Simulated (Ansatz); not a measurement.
Nudged elastic band of Sn₃O₈ (part 3 of 4)

The same run, continued: Sn₃O₈ (defect cell, 11 atoms in the cell); DFT with PBE, PAW plane waves, no spin polarisation (Ansatz 0.2.0); cutoff 420 eV, 3×3×2 k-mesh, Fermi–Dirac smearing of 0.05 eV. The structure derives from an entry of the Crystallography Open Database. The run did not end well. The run did not end well; see the last part.

### The program's output, continued
```
NEB image 2
SCF 222 converged in 13 iterations: F = -22600.414099 eV  dr2 = 3.28e-8
NEB image 3
SCF 223 converged in 11 iterations: F = -22599.747906 eV  dr2 = 1.94e-8
NEB image 4
SCF 224 converged in 10 iterations: F = -22600.761045 eV  dr2 = 4.53e-8
NEB image 5
SCF 225 converged in 13 iterations: F = -22600.537713 eV  dr2 = 2.49e-8
NEB iter  39: max|band force component| = 1.652e0 eV/Å  barrier→ = 0.7584 eV  barrier← = -0.6052 eV  CI = image 3  Δτ_max = 0.0516 Å  (58 SCF iters)
NEB image 1
preconditioner: auto → LDOS  [metal: Δε(μ)=0.041 eV  Ē_g=17.498 eV  σ=0.050 eV  W_gap=0.20  n_scr=36 (ndim 8)  ℏωp=29.7 eV  f_vac=0.105  D(μ)=8.12/eV (n_scr^D=82)  β→1.0]
SCF 226 converged in 13 iterations: F = -22599.997686 eV  dr2 = 4.62e-8
NEB image 2
preconditioner: auto → LDOS  [metal: Δε(μ)=0.030 eV  Ē_g=17.666 eV  σ=0.050 eV  W_gap=0.15  n_scr=36 (ndim 8)  ℏωp=29.7 eV  f_vac=0.092  D(μ)=11.27/eV (n_scr^D=126)  β→1.0]
SCF 227 converged in 12 iterations: F = -22600.406618 eV  dr2 = 6.96e-8
NEB image 3
preconditioner: auto → Resta (q_TF=auto, 2.533 Å⁻¹)  ε∞=3.9  [insulator: Δε(μ)=1.129 eV  Ē_g=17.506 eV  σ=0.050 eV  W_gap=1.00  n_scr=36 (ndim 8)  ℏωp=29.7 eV  f_vac=0.098  D(μ)=0.00/eV (n_scr^D=0)  ε∞_Penn≈3.9]
SCF 228 converged in 10 iterations: F = -22599.777999 eV  dr2 = 1.84e-8
NEB image 4
preconditioner: auto → Resta (q_TF=auto, 2.533 Å⁻¹)  ε∞=3.9  [insulator: Δε(μ)=0.788 eV  Ē_g=17.606 eV  σ=0.050 eV  W_gap=1.00  n_scr=36 (ndim 8)  ℏωp=29.7 eV  f_vac=0.070  D(μ)=0.00/eV (n_scr^D=0)  ε∞_Penn≈3.9]
SCF 229 converged in 10 iterations: F = -22600.900758 eV  dr2 = 2.18e-8
NEB image 5
iter 1 solved again at ethr=4.11e-4 eV; its pass at ethr=3.10e-3 eV (dr2=3.70e-1 eV) is discarded
SCF iter   1: F=—  HF=-22600.598856 eV  |F-HF|=—  |Δ(HF+E_count)|=         —  Δρ=1.65e-2  dr2=3.70e-1  ethr=4.11e-4  ⟨swp⟩=3.3  Hψ=2213  notcnv=0
preconditioner: auto → LDOS  [metal: Δε(μ)=0.022 eV  Ē_g=17.633 eV  σ=0.050 eV  W_gap=0.11  n_scr=36 (ndim 8)  ℏωp=29.7 eV  f_vac=0.106  D(μ)=6.07/eV (n_scr^D=48)  β→1.0]
SCF iter   2: F=—  HF=-22600.573515 eV  |F-HF|=—  |Δ(HF+E_count)|=   2.53e-2  Δρ=1.34e-2  dr2=3.05e-1  ethr=4.11e-4  ⟨swp⟩=3.7  Hψ=1183  notcnv=0
SCF iter   3: F=—  HF=-22600.560654 eV  |F-HF|=—  |Δ(HF+E_count)|=   1.29e-2  Δρ=6.31e-3  dr2=6.34e-2  ethr=3.38e-4  ⟨swp⟩=2.2  Hψ=702  notcnv=0  defer=43
SCF iter   4: F=—  HF=-22600.558181 eV  |F-HF|=—  |Δ(HF+E_count)|=   2.47e-3  Δρ=2.87e-3  dr2=1.27e-2  ethr=7.05e-5  ⟨swp⟩=1.0  Hψ=526  notcnv=0  defer=43
SCF iter   5: F=—  HF=-22600.557751 eV  |F-HF|=—  |Δ(HF+E_count)|=   4.29e-4  Δρ=1.58e-3  dr2=4.64e-3  ethr=1.41e-5  ⟨swp⟩=2.4  Hψ=817  notcnv=0  defer=43
SCF iter   6: F=—  HF=-22600.557598 eV  |F-HF|=—  |Δ(HF+E_count)|=   1.53e-4  Δρ=8.40e-4  dr2=1.30e-3  ethr=5.15e-6  ⟨swp⟩=1.0  Hψ=511  notcnv=0  defer=43
SCF iter   7: F=—  HF=-22600.557517 eV  |F-HF|=—  |Δ(HF+E_count)|=   8.15e-5  Δρ=2.41e-4  dr2=1.13e-4  ethr=1.45e-6  ⟨swp⟩=1.1  Hψ=512  notcnv=0  defer=43
SCF iter   8: F=—  HF=-22600.557510 eV  |F-HF|=—  |Δ(HF+E_count)|=   6.63e-6  Δρ=1.04e-4  dr2=1.56e-5  ethr=1.25e-7  ⟨swp⟩=2.0  Hψ=698  notcnv=0  defer=43
SCF iter   9: F=—  HF=-22600.557439 eV  |F-HF|=—  |Δ(HF+E_count)|=   7.07e-5  Δρ=7.35e-5  dr2=8.01e-6  ethr=1.74e-8  ⟨swp⟩=2.0  Hψ=643  notcnv=0  defer=43
SCF iter  10: F=—  HF=-22600.557439 eV  |F-HF|=—  |Δ(HF+E_count)|=   1.37e-7  Δρ=5.13e-5  dr2=3.66e-6  ethr=8.90e-9  ⟨swp⟩=1.0  Hψ=511  notcnv=0  defer=43
SCF iter  11: F=—  HF=-22600.557439 eV  |F-HF|=—  |Δ(HF+E_count)|=   1.07e-7  Δρ=2.53e-5  dr2=8.50e-7  ethr=4.07e-9  ⟨swp⟩=1.6  Hψ=779  notcnv=0  defer=43
SCF iter  12: F=-22600.557439 eV  HF=-22600.557439 eV  |F-HF|=5.48e-8  |Δ(HF+E_count)|=   6.82e-8  Δρ=7.58e-6  dr2=8.42e-8  ethr=1.11e-10  ⟨swp⟩=4.0  Hψ=2353  notcnv=0
SCF 230 converged in 12 iterations: F = -22600.557439 eV  dr2 = 8.42e-8
NEB iter  40: max|band force component| = 1.018e0 eV/Å  barrier→ = 0.7284 eV  barrier← = -0.6353 eV  CI = image 3  Δτ_max = 0.0515 Å  (57 SCF iters)
```

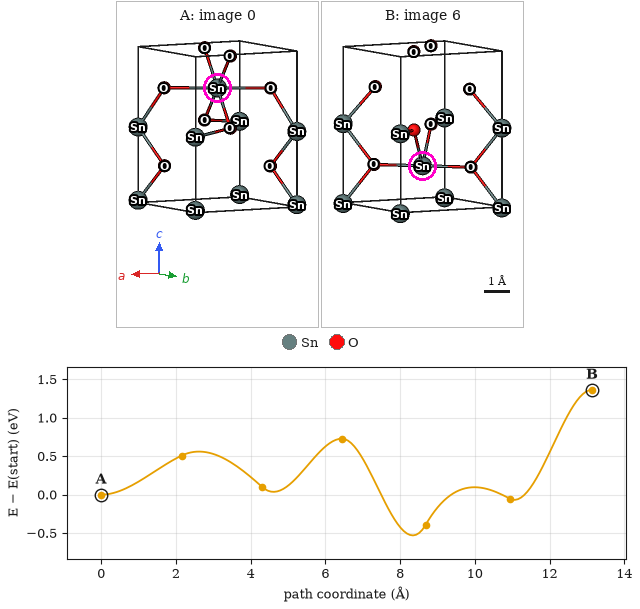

Figure 1. Images of the last band (counted from 0; ball-and-stick, simulation cell, seen at an oblique angle), with the moving atom and its periodic copies ringed, above the energy along the path; the line is a cubic interpolation that uses the forces. No image lies above both ends; the end is 1.364 eV above the start. The path is 13.14 Å long, and Sn7 moves most (3.16 Å). The band had not converged after 40 iterations.

```
Step failed. What follows is not a result of the run: it is the report of the last solve that finished, which converged after 12 SCF iterations.
Free energy (F): -22600.557439 eV
Harris-Foulkes:  -22600.557439 eV  (|F-HF|=5.48e-8)
Internal energy: -22600.500231 eV  (E = F + TS)
E sigma→0 (E₀):  -22600.528835 eV
Entropy (-TS):   -0.057208 eV (-5.201 meV/atom)
Fermi energy:    7.337486 eV
--- Per-component energies (eV) ---
  E_band       = -377.985917
  E_kinetic    = 1956.772251
  E_local      = -5978.461200  (includes V_loc(G=0)·N_el)
  E_nonlocal   = 297.689659
  E_hartree    = 2883.695182
  E_xc         = -1724.838204
  E_vxc        = -1026.765797  (∫ρ·V_xc dr)
  E_paw        = -13700.777516  (= ΣΔE_a)
  E_vpaw       = -1394.630468  (= ΣTr[D̂ρ^β])
  E_aug_tail   = 0.019032  (compensation charges beyond the density's cutoff)
  E_ewald      = -6334.599435
  E_smearing   = -0.057208  (= −TS)
  E_closure    = 0.000000  (closes the sum)
  Σ components = -22600.557439   (vs F -22600.557439, Δ=0.00e0)
--- Forces (eV/Å), atoms counted from 1 ---
  atom   1  Sn     0.03312935     0.02640226     0.15987139
  atom   2  O     -0.11461560     0.14604710    -0.13070044
  atom   3  O      0.01664403     0.00308369    -0.04478137
  atom   4  O      0.14680828    -0.26868079    -0.04576284
  atom   5  O     -0.12741567     0.03933297     0.00288436
  atom   6  Sn    -0.07029606     0.02967935    -0.17683089
  atom   7  Sn    -0.04342346     0.02114583     0.18021076
  atom   8  O     -0.25336060     0.64704353     0.00810168
  atom   9  O      0.22734627     0.15366868    -0.03269645
  atom  10  O      0.37800695    -0.66797761     0.09872162
  atom  11  O     -0.19290111    -0.12971409    -0.01900939
  max |Σ_I F_I| component: 7.76e-5 eV/Å
--- Band table (eV; the first three rows and the last of 10) ---
  k-point 0: bands = ["-15.2155", "-13.9705", "-13.9111", "-13.7759", "-13.5693", "-13.5531", "-13.4908", "-13.4285", "-13.1036", "-13.0239", "-13.0113", "-12.9941", "-12.9006", "-12.8316", "-12.7889", "-12.7396", "-11.1170", "-10.2231", "-9.6856", "-9.1502", "-8.8968", "-7.8469", "-7.7310", "-0.6932", "-0.0143", "0.9309", "1.0523", "2.1568", "2.5739", "2.6426", "2.9743", "3.6282", "3.8013", "3.8264", "4.6865", "5.2962", "5.3764", "5.4902", "5.7741", "6.1416", "6.2069", "6.7550", "6.9894", "7.2162", "7.5593", "8.1634", "8.3803", "11.5673", "11.6327", "12.6326", "14.4541", "15.0595", "15.3621", "16.3120", "16.4107", "17.4474"]
  k-point 1: bands = ["-15.2144", "-13.9518", "-13.9110", "-13.5780", "-13.5671", "-13.5134", "-13.4937", "-13.3472", "-13.3037", "-13.0820", "-13.0273", "-12.9693", "-12.9198", "-12.8758", "-12.8180", "-12.8062", "-11.3132", "-10.0670", "-9.3215", "-9.1349", "-8.9011", "-8.1627", "-7.7283", "-0.6258", "0.0110", "1.0033", "1.2750", "2.1314", "2.4663", "2.7430", "2.9691", "3.4961", "3.7898", "4.2893", "4.5931", "4.9140", "5.2318", "5.2657", "5.6323", "5.7612", "6.4166", "6.7416", "6.9283", "7.0721", "7.5327", "8.1789", "9.0358", "11.6000", "11.7316", "12.5836", "14.8520", "15.3162", "15.8047", "16.4973", "16.9851", "17.1875"]
  k-point 2: bands = ["-15.2237", "-14.0440", "-13.9596", "-13.6827", "-13.5685", "-13.5559", "-13.4700", "-13.4142", "-13.0810", "-13.0315", "-13.0081", "-12.9909", "-12.8823", "-12.8308", "-12.7887", "-12.7253", "-10.8011", "-10.1303", "-9.8905", "-9.1322", "-8.9316", "-8.2547", "-7.9438", "-0.1826", "0.2372", "0.8567", "1.3123", "1.7568", "2.3153", "3.0874", "3.2642", "3.6319", "4.0161", "4.0631", "4.9633", "5.2215", "5.4204", "5.7171", "5.7742", "5.8485", "6.0532", "6.4302", "6.7194", "6.9288", "7.0518", "7.2835", "9.1793", "11.0586", "12.2969", "12.9309", "13.7771", "14.4945", "15.1684", "16.5360", "17.1411", "17.2803"]
  k-point 9: bands = ["-14.9573", "-13.9407", "-13.8918", "-13.5759", "-13.5679", "-13.5426", "-13.4905", "-13.3742", "-13.3086", "-13.2696", "-13.0327", "-12.9861", "-12.9354", "-12.9176", "-12.8199", "-12.8054", "-10.6205", "-10.1629", "-9.7582", "-9.4819", "-8.7751", "-8.6370", "-7.6722", "-0.1569", "0.0378", "0.5514", "1.5286", "2.2205", "3.0240", "3.2890", "3.4656", "3.5782", "3.9255", "4.0564", "4.4055", "4.6295", "5.4104", "5.6299", "5.8297", "5.9781", "6.0437", "6.4942", "6.5943", "6.7625", "7.0818", "7.3927", "9.7009", "11.6667", "12.0618", "12.9526", "14.5603", "15.1836", "15.5038", "15.5620", "16.2704", "16.9171"]
End of that report.
this run last wrote the band of iteration 40 to [file]
Error: NEB band did not converge after 40 iterations: max|band force component| = 1.02e0 eV/Å (threshold 5.0e-2); raise `neb.max_iterations` in a new run, which can start from the last band evaluated (`neb.initial_path`, with `crystal.atoms` and `neb.final_atoms` set to its first and last images), add images, or start from endpoints closer to local minima. Where this run's directory can be resumed (`checkpoint.write`), a resume goes on for up to `neb.max_iterations` more; to start a new run from the last band, take its images' positions from the `neb_iteration` event of iteration 40 (`data.images[].positions_ang`), in the event stream of the run that computed that iteration (not this run's, if it was resumed behind it). With `checkpoint.write`, `steps/00-neb/state/checkpoint.json` in the run directory holds the last saved band, under `neb.evaluated.images[].positions_ang` (a band under a hybrid functional on support functions is neither saved nor resumed: `neb.initial_path` says where its path is): check the last entry of `neb.iterations` there, which is earlier than 40 if that iteration was not saved or its write failed. If the band's step has no `state` directory and holds `state.next`, a write was cut short, and the file is under `state.next` instead (behind a loss of power it can be under `state.prev`)
this run wrote the band of iteration 40 to [file] as well, whether or not its events were kept: a new run's `neb.initial_path` can list its `images[].positions_ang`
a run's events are kept only if it was started with --events-out <file>, and are in that file
```

### The last band as extended XYZ (Å, eV, eV/Å)
```
11
Lattice="4.7083 0.0000 0.0000 0.0000 4.7083 0.0000 0.0000 0.0000 6.3331" Properties=species:S:1:pos:R:3:forces:R:3 image=0 energy=-22600.50635
Sn    0.0034   -0.0075    0.0913   -0.0004   0.0003   0.0006
O     1.9923    0.6351   -0.1208    0.0000   0.0008   0.0006
O     0.5207    3.4507    1.5783    0.0004  -0.0002  -0.0009
O     2.7228    4.0585   -0.1209    0.0004  -0.0011   0.0014
O     4.1942    1.2423    1.5783    0.0000   0.0014  -0.0008
Sn    0.0034   -0.0076    3.0652   -0.0005   0.0007   0.0010
Sn    2.3575    2.3467    4.7448    0.0001  -0.0002   0.0000
O     1.9923    0.6353    3.2772   -0.0005   0.0001  -0.0006
O     0.5192    3.4642    4.7448    0.0075  -0.0022  -0.0002
O     2.7228    4.0586    3.2774    0.0004  -0.0010  -0.0011
O     4.1960    1.2294    4.7449   -0.0075   0.0014  -0.0001
11
Lattice="4.7083 0.0000 0.0000 0.0000 4.7083 0.0000 0.0000 0.0000 6.3331" Properties=species:S:1:pos:R:3:forces:R:3 image=1 energy=-22599.99769
Sn    0.2130    0.1822    0.1015    0.0062   0.0076   0.0186
O     2.1071    1.1589   -0.2108   -0.0974   0.0785   0.0443
O     0.2637    3.5618    1.6107   -0.0128  -0.0074   0.0385
O     2.8034    4.6370   -0.0465   -0.0900  -0.0324  -0.0272
O     4.7606    1.3562    1.7868   -0.0734   0.0056  -0.0601
Sn   -0.6782   -0.0911    3.1414    0.1756  -0.0498   0.0000
Sn    1.5489    2.0991    4.0736    0.1615  -0.0464   0.1739
O     2.0674    0.4137    3.1404    0.0088  -0.0330  -0.0369
O     0.5445    3.6814    4.7886   -0.0143  -0.0949  -0.0191
O     3.1228    2.8397    3.2559   -0.0307   0.0957  -0.0511
O     4.4704    1.2676    4.6964   -0.0335   0.0765  -0.0810
11
Lattice="4.7083 0.0000 0.0000 0.0000 4.7083 0.0000 0.0000 0.0000 6.3331" Properties=species:S:1:pos:R:3:forces:R:3 image=2 energy=-22600.40662
Sn    0.3357    0.1961    0.2362    0.0559  -0.1370   0.0567
O     2.4087    0.4722   -0.1217   -0.0011   0.0482   0.1684
O     0.7840    3.1875    1.1128    0.2520   0.0777   0.0019
O     3.0637    3.9979    0.0458    0.0753   0.4914  -0.1524
O     4.5068    1.1053    1.9821   -0.2166  -0.0916  -0.0634
Sn   -1.0199    0.2759    3.6315    0.0687   0.0695  -0.0347
Sn    1.1175    2.6329    3.0019    0.2972  -0.0542  -0.5146
O     1.8551    0.8233    3.3108   -0.0775  -0.1214   0.1853
O     0.4531    3.7867    4.5351   -0.1270  -0.1847   0.1593
O     3.0745    3.1744    3.0615    0.0782  -0.1006  -0.0469
O     4.6436    1.4549    5.0194   -0.4052   0.0028   0.2403
11
Lattice="4.7083 0.0000 0.0000 0.0000 4.7083 0.0000 0.0000 0.0000 6.3331" Properties=species:S:1:pos:R:3:forces:R:3 image=3 energy=-22599.77800
Sn    0.4565    0.0219    0.0217   -0.0686  -0.2640   0.0445
O     2.0740    1.2693    0.2376    0.1365  -0.0198  -0.0530
O     0.8602    3.5007    1.4473   -0.0663  -0.0812  -0.0148
O     2.9563    5.0452   -0.3842   -0.0260   0.4352  -0.0521
O     4.4846    1.0652    1.7415    0.1609   0.1091  -0.2238
Sn   -0.6017   -0.0838    3.3389   -0.4063  -0.0579   0.2875
Sn    1.5791    2.1456    2.5625   -0.0884  -0.1006  -0.3584
O     1.8188    0.4951    3.5064    0.3869  -0.0081   0.1234
O     0.3774    3.4926    4.7723   -0.0668   0.2564   0.1496
O     3.3019    2.9227    2.9169    0.2138  -0.1398   0.0437
O     3.9144    1.2331    5.1320   -0.1756  -0.1294   0.0534
11
Lattice="4.7083 0.0000 0.0000 0.0000 4.7083 0.0000 0.0000 0.0000 6.3331" Properties=species:S:1:pos:R:3:forces:R:3 image=4 energy=-22600.90076
Sn   -0.0018   -0.2153    0.1856    0.8163   0.3747  -0.1954
O     1.8118    0.9990    0.0413   -0.0296   0.9845   0.4289
O     0.8957    3.3832    1.6508    0.0063   0.0901  -0.2300
O     2.6581    4.8697   -0.6831    0.4348  -0.5475  -0.4618
O     4.1219    0.9848    1.6389    0.4752   0.1911  -0.0916
Sn    0.3331   -0.3614    3.4074   -0.5631  -0.0733  -0.2015
Sn    2.5362    2.0890    2.0476   -0.9516  -0.1514   0.4807
O     1.3478    1.3496    3.4237    0.1412  -0.5306   0.1616
O     0.6047    3.3065    5.1035   -0.2058   0.0807  -0.2442
O     3.1178    3.7417    2.9895    0.2842  -0.8276  -0.0881
O     3.7953    0.9611    4.9652   -0.4079   0.4094   0.4415
11
Lattice="4.7083 0.0000 0.0000 0.0000 4.7083 0.0000 0.0000 0.0000 6.3331" Properties=species:S:1:pos:R:3:forces:R:3 image=5 energy=-22600.55744
Sn    0.0038   -0.0119    0.0501    0.0331   0.0264   0.1599
O     1.8711    0.9314    0.1522   -0.1146   0.1460  -0.1307
O     0.5573    3.4554    1.6757    0.0166   0.0031  -0.0448
O     2.8274    3.7906    0.1414    0.1468  -0.2687  -0.0458
O     4.1703    1.2299    1.6729   -0.1274   0.0393   0.0029
Sn    0.0099   -0.0165    3.2768   -0.0703   0.0297  -0.1768
Sn    2.3718    2.3512    1.5039   -0.0434   0.0211   0.1802
O     1.9967    0.6178    3.0836   -0.2534   0.6470   0.0081
O     0.1638    3.3879    4.8133    0.2273   0.1537  -0.0327
O     2.7165    4.0888    3.0693    0.3780  -0.6680   0.0987
O     4.5311    1.2842    4.8087   -0.1929  -0.1297  -0.0190
11
Lattice="4.7083 0.0000 0.0000 0.0000 4.7083 0.0000 0.0000 0.0000 6.3331" Properties=species:S:1:pos:R:3:forces:R:3 image=6 energy=-22599.14268
Sn    0.0099    0.0006   -0.0398    0.0005  -0.0017   0.0053
O     1.4427    1.4310    0.0018    0.0005   0.0001   0.0009
O     0.9153    3.7852    1.5808    0.0039  -0.0025  -0.0010
O     3.2842    3.2778    0.0162   -0.0025  -0.0037   0.0002
O     3.7976    0.9079    1.5811    0.0000   0.0041   0.0011
Sn   -0.0038   -0.0150    3.2017   -0.0020   0.0019  -0.0055
Sn    2.3569    2.3471    1.5813    0.0021   0.0000   0.0009
O     1.4297    1.4166    3.1465    0.0025   0.0036  -0.0022
O     0.9592    3.7444    4.7481    0.0011  -0.0028   0.0007
O     3.2709    3.2637    3.1607   -0.0021  -0.0027  -0.0010
O     3.7561    0.9500    4.7469   -0.0040   0.0036   0.0005
```

The run was set up as follows.

### Input file
```yaml
crystal:
  lattice:
    - [4.70834725, 0.0, 0.0]
    - [0.0, 4.70834725, 0.0]
    - [0.0, 0.0, 6.33311462]
  atoms:
    - { symbol: Sn, position: [-0.00218816, 0.00939631, -0.00384986] }
    - { symbol: O, position: [0.31618578, 0.30758666, 0.00344345] }
    - { symbol: O, position: [0.19494776, 0.79857405, 0.24965281] }
    - { symbol: O, position: [0.6963888, 0.69560091, 0.00097473] }
    - { symbol: O, position: [0.80151057, 0.19162958, 0.247913] }
    - { symbol: Sn, position: [0.00111675, -0.00197616, 0.50255498] }
    - { symbol: Sn, position: [0.50210202, 0.49949257, 0.74802538] }
    - { symbol: O, position: [0.30269334, 0.30326985, 0.49877123] }
    - { symbol: O, position: [0.19307944, 0.79076698, 0.7464461] }
    - { symbol: O, position: [0.6915846, 0.69510591, 0.50006421] }
    - { symbol: O, position: [0.8104366, 0.19318313, 0.74729569] }
kpoints:
  mp_grid: { grid: [3, 3, 2] }
magnetization:
  spin_polarized: false
scf:
  occupations: { method: fermi_dirac, width: 0.05 }
hamiltonian:
  pseudopotentials: { kind: paw }
  xc: pbe
basis:
  ecutwfc: 420
neb:
  images: 5
  relax_end_points: true
  climbing: true
  f_tol: 0.05
  max_iterations: 40
  order_check: false
  final_atoms:
    - { symbol: Sn, position: [-0.00218816, 0.00939631, -0.00384986] }
    - { symbol: O, position: [0.31618578, 0.30758666, 0.00344345] }
    - { symbol: O, position: [0.19494776, 0.79857405, 0.24965281] }
    - { symbol: O, position: [0.6963888, 0.69560091, 0.00097473] }
    - { symbol: O, position: [0.80151057, 0.19162958, 0.247913] }
    - { symbol: Sn, position: [0.00111675, -0.00197616, 0.50255498] }
    - { symbol: Sn, position: [0.50085155, 0.50021166, 0.25295564] }
    - { symbol: O, position: [0.30269334, 0.30326985, 0.49877123] }
    - { symbol: O, position: [0.19307944, 0.79076698, 0.7464461] }
    - { symbol: O, position: [0.6915846, 0.69510591, 0.50006421] }
    - { symbol: O, position: [0.8104366, 0.19318313, 0.74729569] }
```

Command:
```bash
ansatz run input.yaml --threads 4 --pin off --max-ram 8192MiB --backend cpu --events-out ev --progress --plain --runs-dir out
```
